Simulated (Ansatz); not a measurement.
# Band gap of Sr2SiS4 (P2_1/m) from density functionals to GW, part 2 of 2

Wanted: a ladder of band gaps for Sr2SiS4 (P2_1/m), from density functionals to G0W0.

Ansatz 0.2.0; density functionals, hybrids and G0W0, plane waves, PAW. Known limits of the many-body steps: finite bands, screening cutoff and k mesh; no spin-orbit coupling in G0W0; screening cutoff under 40 eV in some runs.

So far. Step 5 (HSE06 on the 2×2×2 mesh): Over mesh and listed points the gap is 3.967 eV, from k = Γ to k = (-0.500, 0.000, 0.000). The least direct gap found is 4.171 eV, at k = (-0.500, 0.000, 0.000). HSE06 against LDA: 3.967 − 2.763 = +1.204 eV. The runs also differ in mesh (4×4×4 and 2×2×2), so how much of this comes from the functional alone is not known. Step 6 (PBE0 on the 2×2×2 mesh): Over mesh and listed points the gap is 4.691 eV, from k = Γ to k = (-0.500, 0.000, 0.000).

In doubt: masses and optical values from hybrid runs of this build are listed as unsure (step 8), which bears on the screening that GW takes from such a start.

## 7. G0W0@r2SCAN, 2×2×2 mesh, 904 empty bands, screening to 110 eV

G0W0 replaces the xc potential by a self-energy built once from the orbitals of the start. Levels are corrected in the window of bands that the input names, at points of the mesh.

This step: G0W0 on r2SCAN, plane waves, PAW.

Input file input.yaml:

```yaml
crystal:
  lattice:
    - [6.6087392105, 0.0, 0.0]
    - [0.0, 6.65954238, 0.0]
    - [-2.5827482587, 0.0, 7.848229828]
  atoms:
    - { symbol: Sr, position: [0.2836712, 0.75, 0.95180912] }
    - { symbol: Sr, position: [0.7163288, 0.25, 0.04819088] }
    - { symbol: Sr, position: [0.2248299, 0.75, 0.42926377] }
    - { symbol: Sr, position: [0.7751701, 0.25, 0.57073623] }
    - { symbol: Si, position: [0.72130103, 0.75, 0.7968462] }
    - { symbol: Si, position: [0.27869897, 0.25, 0.2031538] }
    - { symbol: S, position: [0.88645343, 0.75, 0.06157594] }
    - { symbol: S, position: [0.11354657, 0.25, 0.93842406] }
    - { symbol: S, position: [0.91690048, 0.75, 0.63566798] }
    - { symbol: S, position: [0.08309952, 0.25, 0.36433202] }
    - { symbol: S, position: [0.51038414, 0.50196672, 0.7372482] }
    - { symbol: S, position: [0.48961586, 0.00196672, 0.2627518] }
    - { symbol: S, position: [0.48961586, 0.49803328, 0.2627518] }
    - { symbol: S, position: [0.51038414, 0.99803328, 0.7372482] }
kpoints:
  mp_grid: { grid: [2, 2, 2] }
hamiltonian:
  xc: r2scan
scf:
  occupations: { method: fixed }
gw:
  n_empty_bands: 904
  ecut_chi: 110.0
  qp_bands: [v4, c4]
  qp_kpoints: band_edges
  screening: { model: contour_deformation }
```

Run with:

```sh
> ansatz run input.yaml --threads 24 --pin off --max-ram 82944MiB --backend cuda --events-out ev --progress --plain --runs-dir out --devices 1 --max-vram 78GiB
```

Numbers of over 12 decimals in the logs are rounded to 6 here.

The program printed:

```text
GPUs: using 1 of 1 available (devices: 1).
[...]
Crystal: 14 atoms, lattice volume = 345.410 Å³
Basis set: ecut = 500 eV, 8735 PW (Γ), exchange–correlation on 200×200×256 points (64 copies of the dense FFT grid, shifted against one another)
Bands: 62, of which v1, the nominal top of the filled ones, is band 48 counted from 1 (47 counted from 0)
Symmetry: 4 space group operations
[...]
k-points: 8
[...]
1    50      9.5909    -7.8245    -3.9446   -12.4711  0.8097    10.2979    10.2929  root
     1    51      9.6499    -6.3444    -3.8839   -10.7689  0.8170    10.1934    10.1905  root
[...]
7    49      9.9845    -6.7122    -3.9335   -11.2370  0.8129    10.5794    10.5757  root
     7    50      9.9845    -6.7122    -3.9335   -11.2370  0.8129    10.5794    10.5757  root
     7    51     10.0826    -6.2416    -3.9587   -10.7838  0.8140    10.6697    10.6661  root
     7    52     10.0826    -6.2416    -3.9587   -10.7838  0.8140    10.6697    10.6661  root
[key lines of the parts left out:]
SCF converged after 7 iterations
```

The job ended after 11 s (1 × NVIDIA GB200 (shared by 2 runs) with 24 threads of Arm Neoverse V2, shared host; peak memory 4.4 GiB; 45 s of CPU time).

This step gave:

* bands summed: 952
* RPA ε∞ on this mesh (eigenvalues): 3.964, 4.009, 4.295
* plane waves in the screening matrix: 911
* G0W0 gap over the corrected points: 4.655 eV
* k of the valence top: 0, 0, 0
* k of the conduction bottom: -0.5, 0, 0
* starting gap on the mesh: 3.399 eV
* Z at the valence top: 0.7806
* Z at the conduction bottom: 0.8229
* least direct G0W0 gap over the corrected points: 4.851 eV

Over all 8 irreducible mesh points the G0W0 gap is 4.655 eV, from k = Γ to k = (-0.500, 0.000, 0.000). The r2SCAN gap of this run on the mesh is 3.399 eV. The two states that bound the G0W0 gap lie that far apart at the start, so the correction of the gap is 4.655 − 3.399 = +1.256 eV.

## 8. G0W0@HSE06, 2×2×2 mesh, 420 empty bands, screening to 66 eV

This step: G0W0 on HSE06, plane waves, PAW.

Edit input.yaml of step 7 so:

```diff
@@ -23,3 +23,3 @@
 hamiltonian:
-  xc: r2scan
+  xc: hse06
 scf:
@@ -27,4 +27,4 @@
 gw:
-  n_empty_bands: 904
-  ecut_chi: 110.0
+  n_empty_bands: 420
+  ecut_chi: 66
   qp_bands: [v4, c4]
```

The program printed:

```text
GPUs: using 1 of 1 available (devices: 1).
[...]
Crystal: 14 atoms, lattice volume = 345.410 Å³
Basis set: ecut = 420 eV, 6751 PW (Γ)
Bands: 62, of which v1, the nominal top of the filled ones, is band 48 counted from 1 (47 counted from 0)
Symmetry: 4 space group operations
[...]
k-points: 8
[...]
1    49      9.5336    -6.7062    -3.5639   -10.8902  0.8298    10.1569    10.1537  root
     1    50      9.7944    -6.4371    -3.6669   -10.7203  0.8292    10.4140    10.4107  root
     1    51      9.8286    -7.3556    -3.6256   -11.6793  0.8259    10.5309    10.5267  root
[...]
7    49     10.1882    -6.3881    -3.6666   -10.6579  0.8277    10.7947    10.7914  root
     7    50     10.1882    -6.3881    -3.6666   -10.6579  0.8277    10.7947    10.7914  root
     7    51     10.2957    -6.0435    -3.6916   -10.3237  0.8277    10.8876    10.8844  root
     7    52     10.2957    -6.0435    -3.6916   -10.3237  0.8277    10.8876    10.8844  root
```

The job ended after 24 s (1 × NVIDIA GB200 (shared by 2 runs) with 24 threads; peak memory 2.2 GiB; 77 s of CPU time).

Numbers from this step:

| Quantity | Value |
| --- | --- |
| bands summed | 468 |
| RPA ε∞ on this mesh (eigenvalues) | 3.722, 3.746, 3.990 |
| plane waves in the screening matrix | 431 |
| G0W0 gap over the corrected points | 4.705 eV |
| k of the valence top | 0, 0, 0 |
| k of the conduction bottom | -0.5, 0, 0 |
| starting gap on the mesh | 3.967 eV |
| Z at the valence top | 0.7990 |
| Z at the conduction bottom | 0.8355 |
| least direct G0W0 gap over the corrected points | 4.915 eV |

Over all 8 irreducible mesh points the G0W0 gap is 4.705 eV, from k = Γ to k = (-0.500, 0.000, 0.000). The HSE06 gap of this run on the mesh is 3.967 eV. The two states that bound the G0W0 gap lie that far apart at the start, so the correction of the gap is 4.705 − 3.967 = +0.738 eV. G0W0@HSE06 against G0W0@r2SCAN with 468 bands (a further run, in the table below): 4.705 − 4.533 = +0.172 eV. The runs also differ in plane-wave cutoff (500 eV and 420 eV), so how much of this comes from the start alone is not known.

## 9. G0W0@LDA, 2×2×2 mesh, 420 empty bands, screening to 66 eV

This step: G0W0 on LDA, plane waves, PAW.

Edit input.yaml of step 8 so:

```diff
@@ -23,3 +23,3 @@
 hamiltonian:
-  xc: hse06
+  xc: lda
 scf:
```

The program printed:

```text
GPUs: using 1 of 1 available (devices: 1).
[...]
Crystal: 14 atoms, lattice volume = 345.410 Å³
Basis set: ecut = 420 eV, 6751 PW (Γ)
Bands: 62, of which v1, the nominal top of the filled ones, is band 48 counted from 1 (47 counted from 0)
Symmetry: 4 space group operations
[...]
k-points: 8
[...]
1    50      8.9316    -7.8170    -4.0016   -12.9881  0.7949    10.1193    10.1011  root
     1    51      8.9881    -6.5518    -3.9614   -11.5365  0.8012    10.0248    10.0113  root
[...]
7    49      9.3420    -6.8379    -4.0217   -11.9236  0.7971    10.4217    10.4060  root
     7    50      9.3420    -6.8379    -4.0217   -11.9236  0.7971    10.4217    10.4060  root
     7    51      9.4582    -6.3104    -4.0565   -11.3999  0.7978    10.5064    10.4912  root
     7    52      9.4582    -6.3104    -4.0565   -11.3999  0.7978    10.5064    10.4912  root
[key lines of the parts left out:]
SCF converged after 7 iterations
```

Run time: 3.4 s. Hardware: 1 × NVIDIA GB200 (shared by 2 runs) with 24 threads; peak memory 1.9 GiB; 13 s of CPU time.

Numbers from this step:

| Quantity | Value |
| --- | --- |
| bands summed | 468 |
| RPA ε∞ on this mesh (eigenvalues) | 4.693, 4.749, 5.246 |
| plane waves in the screening matrix | 431 |
| G0W0 gap over the corrected points | 4.183 eV |
| k of the valence top | 0, 0, 0 |
| k of the conduction bottom | -0.5, 0, 0 |
| starting gap on the mesh | 2.755 eV |
| Z at the valence top | 0.7653 |
| Z at the conduction bottom | 0.8073 |
| least direct G0W0 gap over the corrected points | 4.372 eV |

Over all 8 irreducible mesh points the G0W0 gap is 4.183 eV, from k = Γ to k = (-0.500, 0.000, 0.000). The LDA gap of this run on the mesh is 2.755 eV. The two states that bound the G0W0 gap lie that far apart at the start, so the correction of the gap is 4.183 − 2.755 = +1.428 eV. G0W0@LDA against G0W0@HSE06 with 468 bands: 4.183 − 4.705 = −0.522 eV, with the same mesh, files and cutoffs, and both edges at the same k points.

## 10. All levels together

Each gap is the least one over the points named; times are wall times on shared hosts, not benchmarks. A G0W0 time includes the run's own self-consistent start. Runs with listed points see these and the mesh alone, so an edge that moves elsewhere is missed. Rows marked * are further runs, not shown as steps, whose inputs differ from the G0W0 step on the same start in the columns given; solver thresholds can differ too.

```
       level   mesh       files, cutoff  bands summed, screening                         points  gap (eV)  valence top       conduction bottom  least direct gap (eV)   time
         LDA  4×4×4  soft_2 PAW, 420 eV                        -         mesh and listed points     2.763            Γ  (-0.500, 0.000, 0.000)                  2.950  1.6 s
      r2SCAN  4×4×4  soft_2 PAW, 500 eV                        -                  mesh and path     3.405            Γ  (-0.500, 0.000, 0.000)                  3.573  3.3 s
  r2SCAN+SOC  4×4×4  soft_2 PAW, 500 eV                        -         mesh and listed points     3.403            Γ  (-0.500, 0.000, 0.000)                  3.572  3.9 s
       HSE06  2×2×2  soft_2 PAW, 420 eV                        -         mesh and listed points     3.967            Γ  (-0.500, 0.000, 0.000)                  4.171  7.2 s
        PBE0  2×2×2  soft_2 PAW, 420 eV                        -         mesh and listed points     4.691            Γ  (-0.500, 0.000, 0.000)                  4.899  5.5 s
G0W0@r2SCAN*  2×2×2  soft_2 PAW, 500 eV               196, 33 eV  all 8 irreducible mesh points     4.494            Γ  (-0.500, 0.000, 0.000)                  4.678  4.1 s
G0W0@r2SCAN*  2×2×2  soft_2 PAW, 500 eV               468, 66 eV  all 8 irreducible mesh points     4.533            Γ  (-0.500, 0.000, 0.000)                  4.727  5.5 s
 G0W0@r2SCAN  2×2×2  soft_2 PAW, 500 eV              952, 110 eV  all 8 irreducible mesh points     4.655            Γ  (-0.500, 0.000, 0.000)                  4.851   11 s
  G0W0@HSE06  2×2×2  soft_2 PAW, 420 eV               468, 66 eV  all 8 irreducible mesh points     4.705            Γ  (-0.500, 0.000, 0.000)                  4.915   24 s
    G0W0@LDA  2×2×2  soft_2 PAW, 420 eV               468, 66 eV  all 8 irreducible mesh points     4.183            Γ  (-0.500, 0.000, 0.000)                  4.372  3.4 s
```

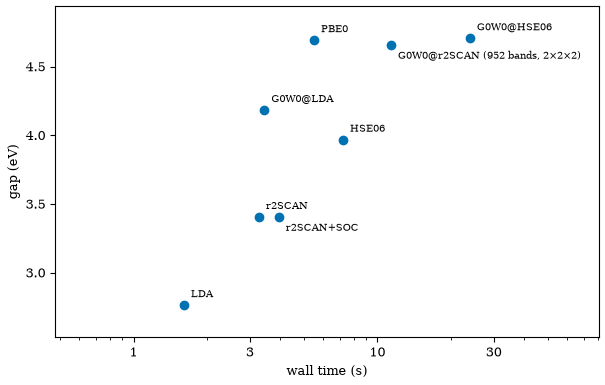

Gap against wall time for the runs shown as steps.

## 11. Outcome

| Quantity | Value |
| --- | --- |
| LDA, over mesh and listed points | 2.763 eV |
| r2SCAN, over mesh and path | 3.405 eV |
| r2SCAN+SOC, over mesh and listed points | 3.403 eV |
| HSE06, over mesh and listed points | 3.967 eV |
| PBE0, over mesh and listed points | 4.691 eV |
| G0W0@r2SCAN (952 bands, 2×2×2), over all 8 irreducible mesh points | 4.655 eV |
| G0W0@HSE06, over all 8 irreducible mesh points | 4.705 eV |
| G0W0@LDA, over all 8 irreducible mesh points | 4.183 eV |
| known limits | finite bands, screening cutoff and k mesh; no spin-orbit coupling in G0W0; screening cutoff under 40 eV in some runs |

The rows run from 2.763 eV (LDA) to 4.705 eV (G0W0@HSE06). They differ in mesh, plane-wave cutoff, bands and screening cutoff of G0W0 and the points over which the gap was sought as well as in level, so only pairs that share these are like for like. r2SCAN+SOC against r2SCAN: 3.403 − 3.405 = −0.002 eV, with the same mesh, set of files (read in its fully relativistic form for the spin-orbit run) and cutoff, and both edges at the same k points. The spin-orbit run sees mesh and listed points alone, so its gap is an upper bound: the coupling can move an edge off these points, and the change over the zone, its sign included where it is small, is not known. PBE0 against HSE06: 4.691 − 3.967 = +0.724 eV, with the same mesh, files and cutoff, and both edges at the same k points. G0W0@LDA against G0W0@HSE06 with 468 bands: 4.183 − 4.705 = −0.522 eV, with the same mesh, files and cutoffs, and both edges at the same k points. G0W0@r2SCAN (952 bands, 2×2×2) moves the gap of its own start on the mesh by 4.655 − 3.399 = +1.256 eV, between the same two levels. Both edges that r2SCAN shows over mesh and path lie at k points where levels were corrected. Levels at other points were not corrected, so a lower G0W0 gap elsewhere in the zone is not ruled out. G0W0@HSE06 moves the gap of its own start on the mesh by 4.705 − 3.967 = +0.738 eV, between the same two levels. Both edges that HSE06 shows over mesh and listed points lie at k points where levels were corrected. Levels at other points were not corrected, so a lower G0W0 gap elsewhere in the zone is not ruled out. G0W0@LDA moves the gap of its own start on the mesh by 4.183 − 2.755 = +1.428 eV, between the same two levels. Both edges that LDA shows over mesh and listed points lie at k points where levels were corrected. Levels at other points were not corrected, so a lower G0W0 gap elsewhere in the zone is not ruled out. What spin-orbit coupling does to the G0W0 levels was not computed, so no sum with the G0W0 gap is formed. For G0W0@r2SCAN: from 196 bands and 33 eV to 952 bands and 110 eV the gap moves by 4.655 − 4.494 = +0.161 eV (rung by rung 4.494, 4.533, 4.655 eV); bands and screening cutoff rise together, so their parts are not told apart. A line in one over the bands through the two highest rungs gives 4.655 + (4.655 − 4.533) × 468 / (952 − 468) = 4.773 eV, and through the pair below 4.533 + (4.533 − 4.494) × 196 / (468 − 196) = 4.561 eV. The two differ by 0.212 eV, not under the 0.030 eV asked, so the law does not hold well over these rungs and the limit is not known. The other G0W0 rows are shown at one basis each (468 bands), so their distance from the limit is not known here. The G0W0 runs are scalar-relativistic. No pair of G0W0 runs that differ in the mesh alone is shown (2×2×2 is a supercell whose nearest images lie 13 Å apart), so the error from the mesh is not known here. G0W0@r2SCAN runs of this series with other atomic data on the same mesh, not shown as steps, give 4.531 eV (hard PAW, 580 eV, 468 bands, screening to 66 eV; the table's row with the same empty bands and screening cutoff has 4.533 eV); where bands and cutoffs differ too, the part of the files is not isolated. A screening cutoff under 40 eV is crude: G0W0@r2SCAN with 196 bands at 33 eV.

[Paths, hosts, dates, memory and timing lines, banners, echoed tables and standing remarks are left out of the program output.]

[Logs are printed without paths, hosts, clocks, repeated set-up lines and the standing remarks that a program may print on its own settings, such as how far it seeks lower states.]

[Runs of the session that timed out or met a known fault of the program may be left out.]

[Cells called generated may have been cut or substituted from an entry of the Crystallography Open Database or the Materials Project.]

[Hosts, paths, dates, database ids (printed as entryN), source tags and the programs' standing remarks are cut or masked in the printed files.]

[Where an RPA ε∞ is given, it is that of the G0W0 mesh and is not shown converged in it. Names of k-points follow the symmetry that the program found, which can be lower than the space group named. Band edges on a path are those of the sampled points; other points can move an edge, and change direct to indirect where valleys lie close.]

[Hybrid gaps are those of their k-mesh and are not shown converged in it.]
